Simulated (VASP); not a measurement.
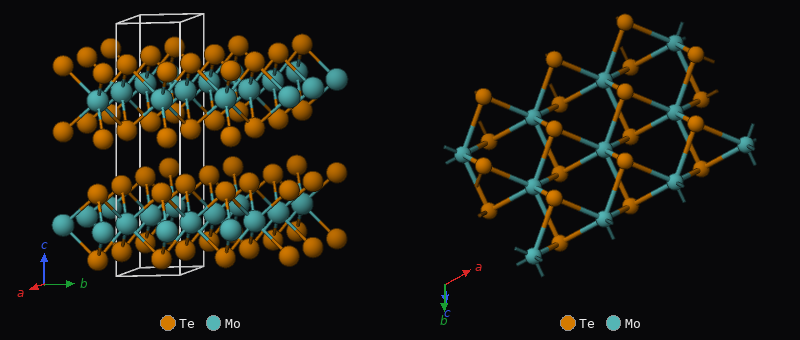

Left: the structure. Right: its underlying net. Nodes are coloured by element. One layer is drawn. Short stubs are edges that leave the cut-out.

Te₂Mo (space group P6_3/mmc, No. 194). Coordinates: the geometry relaxed with VASP Kohn-Sham DFT of a periodic cell, LDA, VASP PAW LDA potentials, recommended (VASP 6.6.1).

Bonds are taken as Mo–Te below 3 Å; no other contact counts. The graph is simplified in the usual way: terminal and isolated atoms are pruned, two-connected atoms become edges.

The result is a binodal (3,6)-connected, two-periodic (layers) net: Te is a 3-connected node; Mo is a 6-connected node, in the ratio 2:1. It is the net of the trigonal-prismatic layers of 2H-MoS2. The layers lie parallel to (001).

```tsv
node	links	point symbol	coordination sequence
Te	3	4³	3 13 9 24
Mo	6	4³·6¹²	6 6 18 12
```
